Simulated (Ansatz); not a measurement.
**A series of single points on CoSi**

System: CoSi (2 atoms in the cell).
Method: Kohn-Sham DFT of a periodic cell, PBE, Ansatz PAW, spin-polarised (Ansatz 0.2.0).

The 5 runs differ only in the geometry, by an even scaling of the cell at fixed fractional positions. The structure derives from a Materials Project entry.

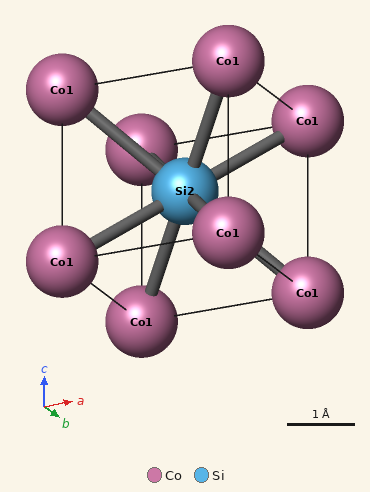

Figure 1. The structure of run 3 (ball-and-stick view of the cell of the calculation, seen at an oblique angle; atoms are numbered from 1 in the order of the input).

### Input of run 3
```yaml
crystal:
  lattice:
    - [2.781334, 0.0, 0.0]
    - [0.0, 2.781334, 0.0]
    - [0.0, 0.0, 2.781334]
  atoms:
    - { symbol: Co, position: [0.0, 0.0, 0.0], spin: 2.0 }
    - { symbol: Si, position: [0.5, 0.5, 0.5] }
hamiltonian:
  xc: pbe
  pseudopotentials: { kind: paw }
magnetization:
  spin_polarized: true
kpoints:
  mp_grid: { grid: [10, 10, 10] }
scf:
  occupations: { method: fermi_dirac, width: 0.05 }
output:
  forces: true
  stress: true
  eigenvalues: true
```

Command:
```bash
ansatz run input.yaml --threads 2 --pin off --max-ram 5120MiB --backend cpu --events-out ev --progress --plain --runs-dir out
```

Run 4 differs from it as follows:
```diff
-    - [2.781334, 0.0, 0.0]
-    - [0.0, 2.781334, 0.0]
-    - [0.0, 0.0, 2.781334]
+    - [2.7997539673, 0.0, 0.0]
+    - [0.0, 2.7997539673, 0.0]
+    - [0.0, 0.0, 2.7997539673]
```

### Results, with one run withheld

| run | volume per atom (Å³) | free energy per atom, from the lowest run given (meV) | pressure (GPa) |
| --- | --- | --- | --- |
| 1 | 10.112 | 31.58 | 15.67 |
| 2 | 10.328 | 14.26 | 10.23 |
| 3 | 10.758 | 0.00 | 0.70 |
| 4 | 10.973 | ? | ? |
| 5 | 11.188 | 9.00 | −7.14 |

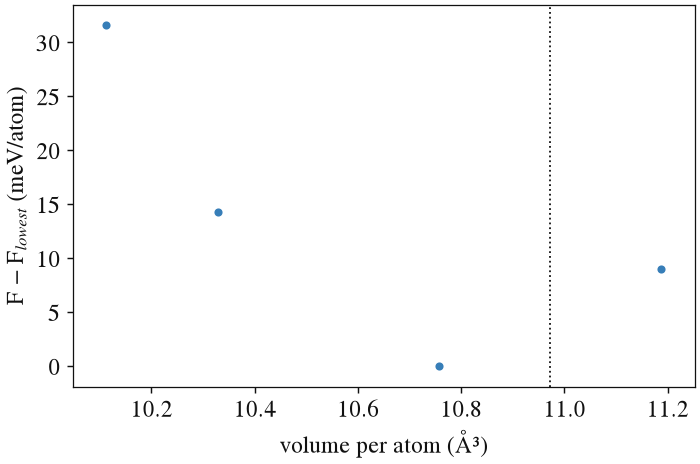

Figure 2. Free energy per atom of the runs given; the dotted line marks run 4.

Estimate the energy of run 4 from the others.

A quadratic polynomial in V^(−2/3) (the Birch–Murnaghan form), fitted to the 4 runs given, misses them by at most 0.06 meV per atom. With x = V^(−2/3) − 0.20745 Å⁻², it reads F = 2.7358 + 2060 x + 3.8309e+05 x² (meV per atom). At run 4 it gives 1.91 meV per atom, and the run itself gives 1.87. The slope of the fit gives a pressure −dF/dV of −3.40 GPa there, and the run prints −3.42 GPa. The fit has its minimum at 10.793 Å³ per atom, where V d²F/dV² gives 212 GPa: the bulk modulus at this level, since symmetry fixes the shape and the positions.

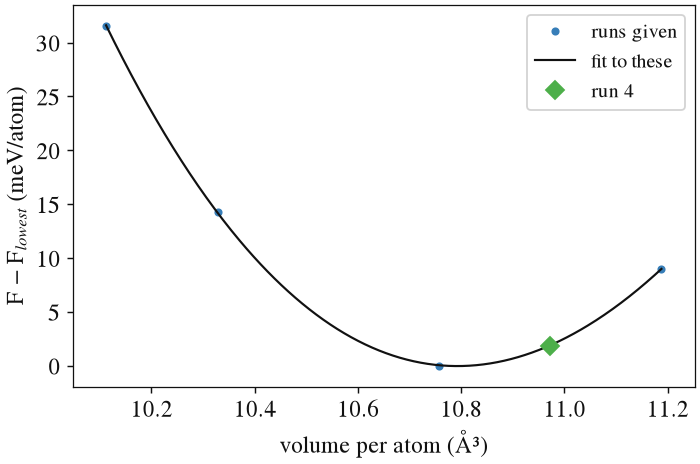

Figure 3. The fit and the withheld run.

### Output, shortened to warnings, some set-up lines, iterations and results (run 4)
```
Basis set: ecut = 420 eV, 437 PW (Γ), exchange–correlation on 40×40×40 points (8 copies of the dense FFT grid, shifted against one another)
Symmetry: 48 space group operations
k-points: 56 of 1000
Initial density: superposition of atomic densities (chi_scale 0.1, normalization cell)
[...]
SCF iter   1: F=—  HF=-5761.873706 eV  |F-HF|=—  |Δ(HF+E_count)|=         —  Δρ=1.36e-1 (↑1.36e-1 ↓4.68e-2)  dr2=1.54e0  dr2_m=1.47e0  M=0.935 μB ∫|m|=1.064 μB  β_m=0.30  …
SCF iter   2: F=—  HF=-5761.246316 eV  |F-HF|=—  |Δ(HF+E_count)|=   6.27e-1  Δρ=7.41e-2 (↑5.90e-2 ↓7.41e-2)  dr2=1.97e-1  dr2_m=8.55e-1  M=0.882 μB ∫|m|=0.998 μB  β_m=0.44  …
SCF iter   3: F=—  HF=-5762.109226 eV  |F-HF|=—  |Δ(HF+E_count)|=   8.63e-1  Δρ=4.48e-2 (↑4.14e-2 ↓4.48e-2)  dr2=4.16e-2  dr2_m=3.66e-1  M=0.842 μB ∫|m|=0.928 μB  β_m=0.72  …
SCF iter   4: F=—  HF=-5762.766596 eV  |F-HF|=—  |Δ(HF+E_count)|=   6.57e-1  Δρ=3.12e-2 (↑8.44e-3 ↓3.12e-2)  dr2=8.74e-2  dr2_m=7.69e-2  M=0.610 μB ∫|m|=0.672 μB  β_m=0.63  …
SCF iter   5: F=—  HF=-5762.728902 eV  |F-HF|=—  |Δ(HF+E_count)|=   3.77e-2  Δρ=4.52e-2 (↑1.14e-2 ↓4.52e-2)  dr2=4.64e-1  dr2_m=6.47e-2  M=0.544 μB ∫|m|=0.579 μB  β_m=0.67  …
SCF iter   6: F=—  HF=-5762.766435 eV  |F-HF|=—  |Δ(HF+E_count)|=   3.75e-2  Δρ=1.28e-2 (↑4.40e-3 ↓1.28e-2)  dr2=1.14e-2  dr2_m=1.46e-2  M=0.578 μB ∫|m|=0.629 μB  β_m=0.83  …
SCF iter   7: F=—  HF=-5762.766598 eV  |F-HF|=—  |Δ(HF+E_count)|=   1.63e-4  Δρ=7.83e-4 (↑9.06e-5 ↓7.83e-4)  dr2=8.95e-5  dr2_m=2.79e-5  M=0.559 μB ∫|m|=0.602 μB  β_m=0.92  …
SCF iter   8: F=—  HF=-5762.766594 eV  |F-HF|=—  |Δ(HF+E_count)|=   4.17e-6  Δρ=3.04e-4 (↑1.22e-4 ↓3.04e-4)  dr2=5.69e-6  dr2_m=8.89e-6  M=0.558 μB ∫|m|=0.600 μB  β_m=0.95  …
SCF iter   9: F=—  HF=-5762.766595 eV  |F-HF|=—  |Δ(HF+E_count)|=   1.28e-6  Δρ=3.75e-5 (↑3.75e-5 ↓3.38e-5)  dr2=9.44e-9  dr2_m=2.52e-7  M=0.559 μB ∫|m|=0.600 μB  β_m=0.93  …
SCF iter  10: F=—  HF=-5762.766595 eV  |F-HF|=—  |Δ(HF+E_count)|=   2.10e-8  Δρ=6.53e-6 (↑6.53e-6 ↓2.80e-6)  dr2=2.46e-9  dr2_m=2.83e-9  M=0.559 μB ∫|m|=0.601 μB  β_m=0.86  …
SCF iter  11: F=-5762.766595 eV  HF=-5762.766595 eV  |F-HF|=5.28e-11  |Δ(HF+E_count)|=   1.03e-9  Δρ=1.18e-6 (↑6.63e-7 ↓1.18e-6)  dr2=1.31e-10  dr2_m=5.32e-11  M=0.559 μB …
SCF 1 converged in 11 iterations: F = -5762.766595 eV  dr2 = 1.31e-10
SCF converged after 11 iterations
Magnetization: 0.5587 μB (10.7793 up, 10.2207 down)
Absolute magnetization: 0.6008 μB (∫|ρ↑−ρ↓|, with the PAW one-centre terms)
Spin contamination: 0.0086 ħ² per cell (⟨S²⟩ above its minimum at these occupations)
Per-site moments (μB) at R_I (Å): [(0.572829408806428, 1.0001714497615775), (0.0029749964432852624, 1.0001714497615775)]
Free energy (F): -5762.766595 eV
Harris-Foulkes:  -5762.766595 eV  (|F-HF|=5.28e-11)
Internal energy: -5762.751485 eV  (E = F + TS)
E sigma→0 (E₀):  -5762.759040 eV
Entropy (-TS):   -0.015110 eV (-7.555 meV/atom)
Fermi energy:    17.111846 eV
--- Per-component energies (eV) ---
  E_band       = -236.642367
  E_kinetic    = 501.696280
  E_local      = -3517.283918  (includes V_loc(G=0)·N_el)
  E_nonlocal   = 481.375409
  E_hartree    = 1524.579280
  E_xc         = -216.752980
  E_vxc        = -255.528404  (∫ρ·V_xc dr)
  E_paw        = -2030.506840  (= ΣΔE_a)
  E_vpaw       = -496.059713  (= ΣTr[D̂ρ^β])
  E_aug_tail   = 0.000126  (compensation charges beyond the density's cutoff)
  E_ewald      = -2505.858843
  E_smearing   = -0.015110  (= −TS)
  E_closure    = 0.000000  (closes the sum)
  Σ components = -5762.766595   (vs F -5762.766595, Δ=0.00e0)
--- Forces (eV/Å), atoms counted from 1 ---
  atom   1  Co    -0.00000000     0.00000000     0.00000000
  atom   2  Si     0.00000000     0.00000000     0.00000000
  max |Σ_I F_I| component: 4.60e-31 eV/Å
--- Stress (GPa, compression-positive) ---
       -3.415674       0.000000       0.000000
       -0.000000      -3.415674       0.000000
        0.000000       0.000000      -3.415674
  P = ⅓ Tr σ = -3.4157 GPa (-34.157 kbar)
```
